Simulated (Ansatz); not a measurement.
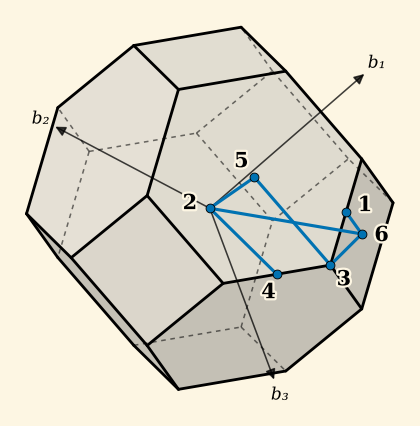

For HgSe, the input geometry of an electronic-structure calculation (not necessarily at equilibrium); the starting structure was generated, so it need not be a known form of this composition: the first Brillouin zone of a face-centred cubic lattice (cF; extended symbol cF2) is drawn with its special points numbered. The drawing is computed from the coordinates (standard cell, symmetry found to 0.002 Å).

a = 6.185 Å, b = 6.185 Å, c = 6.185 Å, α = 90.00°, β = 90.00°, γ = 90.00°.

Labels and path follow the convention of Hinuma et al. (2017), as computed by seekpath; the arrows show the directions of the reciprocal primitive vectors b₁, b₂, b₃, in which coordinates are given.

Question: Give the label and coordinates of each numbered point.

Answer:
| no. | label | coordinates |
| --- | --- | --- |
| 1 | U | (5/8, 1/4, 5/8) |
| 2 | Γ | (0, 0, 0) |
| 3 | W | (1/2, 1/4, 3/4) |
| 4 | K | (3/8, 3/8, 3/4) |
| 5 | L | (1/2, 1/2, 1/2) |
| 6 | X | (1/2, 0, 1/2) |
